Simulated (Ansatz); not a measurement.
**H3C2N (amorphous cell): density, localisation and related maps**

The calculation's input:

```
crystal:
  lattice:
    - [7.773877, 0.0, 0.0]
    - [0.0, 7.773877, 0.0]
    - [0.0, 0.0, 7.773877]
  atoms:
    - { symbol: C, position: [0.2425557, 0.0160029, 0.535313] }
    - { symbol: C, position: [0.2463086, 0.1488248, 0.4024404] }
    - { symbol: "N", position: [0.2493359, 0.2559633, 0.295261] }
    - { symbol: H, position: [0.1696692, -0.095266, 0.4903282] }
    - { symbol: H, position: [0.3732264, -0.0249787, 0.5663379] }
    - { symbol: H, position: [0.181878, 0.0658441, 0.6517215] }
    - { symbol: C, position: [0.9170989, 0.1021219, 0.8032054] }
    - { symbol: C, position: [0.7727667, 0.058174, 0.9152218] }
    - { symbol: "N", position: [0.6563436, 0.0227242, 1.0055778] }
    - { symbol: H, position: [0.9264322, 0.0096624, 0.6979393] }
    - { symbol: H, position: [0.8990216, 0.230497, 0.749262] }
    - { symbol: H, position: [1.0371272, 0.1000915, 0.8760474] }
    - { symbol: C, position: [0.9421965, 0.5687374, 0.3544211] }
    - { symbol: C, position: [0.9364981, 0.5934146, 0.5406185] }
    - { symbol: "N", position: [0.9319016, 0.61332, 0.6908113] }
    - { symbol: H, position: [0.9480133, 0.6930483, 0.2893841] }
    - { symbol: H, position: [1.0555555, 0.493785, 0.3190842] }
    - { symbol: H, position: [0.8274141, 0.5003522, 0.3112318] }
    - { symbol: C, position: [0.5190369, 0.5813788, 0.2734548] }
    - { symbol: C, position: [0.5361692, 0.5900882, 0.4603813] }
    - { symbol: "N", position: [0.5499887, 0.5971135, 0.6111623] }
    - { symbol: H, position: [0.515285, 0.7108432, 0.2192169] }
    - { symbol: H, position: [0.6280167, 0.5122388, 0.2181383] }
    - { symbol: H, position: [0.4005997, 0.5143393, 0.2388838] }
    - { symbol: C, position: [0.8520172, 0.0286086, 0.356317] }
    - { symbol: C, position: [0.798626, 0.1911446, 0.4340493] }
    - { symbol: "N", position: [0.7555589, 0.3222515, 0.4967506] }
    - { symbol: H, position: [0.8992913, 0.0506511, 0.2259478] }
    - { symbol: H, position: [0.9545163, -0.029929, 0.4323705] }
    - { symbol: H, position: [0.7434102, -0.0602159, 0.3506991] }
    - { symbol: C, position: [0.3739283, 0.3356916, 0.6792887] }
    - { symbol: C, position: [0.4901771, 0.355884, 0.8255397] }
    - { symbol: "N", position: [0.5839472, 0.3721719, 0.9435105] }
    - { symbol: H, position: [0.3223081, 0.4605451, 0.641029] }
    - { symbol: H, position: [0.4426376, 0.2797759, 0.5703423] }
    - { symbol: H, position: [0.2672082, 0.2511849, 0.7137312] }
basis:
  ecutwfc: 420.0
kpoints:
  mp_grid: { grid: [1, 1, 1] }
hamiltonian:
  xc: pbe
  dispersion: d3bj
scf:
  occupations: { method: fermi_dirac, width: 0.02 }
  lower_state_search: "off"
relax:
  f_tol: 0.3
  max_steps: 15
  adjacent_minimum: "off"
output:
  write_density: true
  write_potential: true
  elf: true
  volumetric_format: npy
```

Command:

```sh
ansatz run input.yaml --threads 1 --pin off --max-ram 3072MiB --backend cpu --events-out ev --progress --plain --runs-dir out
```

The fields are those of the relaxed geometry.

Theory: Ansatz 0.2.0, DFT PBE-D3(BJ), scalar-relativistic, plane waves, PAW.

The density is the valence pseudo-density of a PAW calculation; it isn't the true density close to the nuclei.

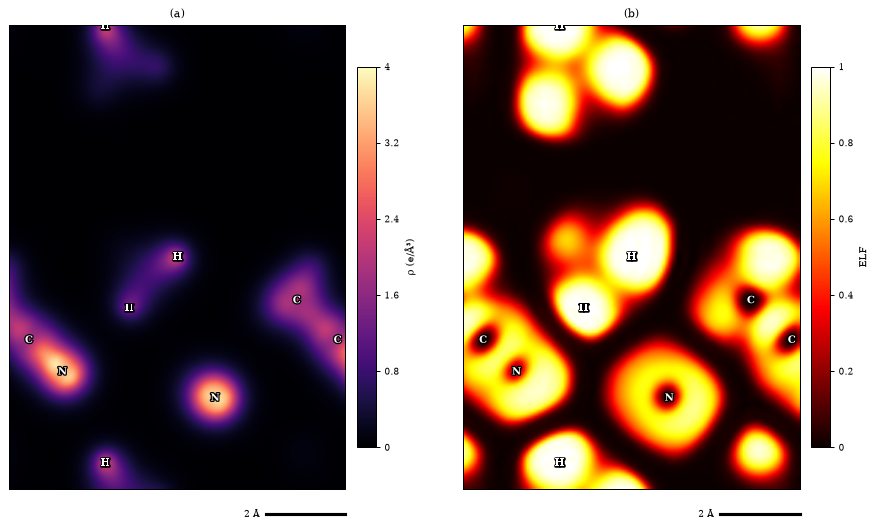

Figure 1. (a) valence charge density (pseudo); (b) electron localisation function on the (101) plane of the calculation cell.

**Interpret the plot.**

The section cuts through H, N and C sites. Atoms just off the plane (H, 0.4 Å away and C, 0.6 Å away) can leave unmarked features too. C–N (1.16 Å): the density is about 3.5 e/Å³ at the midpoint; the ELF peaks at about 0.85 between the atoms (inside overlapping PAW spheres, so only a guide): a short, multiple covalent bond. C–C (1.44 Å): ρ at the midpoint is about 1.9 e/Å³; the ELF peaks at about 0.95 between the atoms, as expected for a covalent bond. The density dies away to nearly zero in the voids. The ELF also peaks beside N, away from the bonds: lone-pair regions.

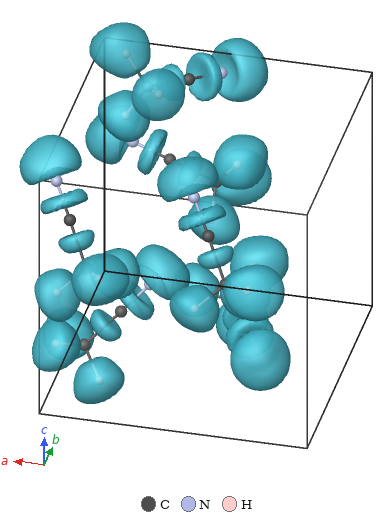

Figure 2. Isosurface of the ELF at 0.8 (cyan), seen at an oblique angle. Only the valence region is drawn (cores and ρ < 0.01 e/Å³ removed). Sticks mark near contacts.

**Where are the electrons localised?**

The ELF exceeds this value in six regions between bonded C–C atoms (shared pairs), six regions between bonded C–N atoms (shared pairs), 18 regions around hydrogen nuclei and six lobes on N, pointing away from the bonds (lone pairs), counted in one cell of 36 atoms. Regions shared between cells count once. Along the contacts the grid gives the following. C–H (1.10 Å): the ELF climbs to about 1 towards the hydrogen, as it does in any bond to H (a covalent bond by its length).

**Does the calculation give a band gap?**

It is gapped, with a Kohn–Sham gap of 6.6 eV at the Γ point, the only k-point used.
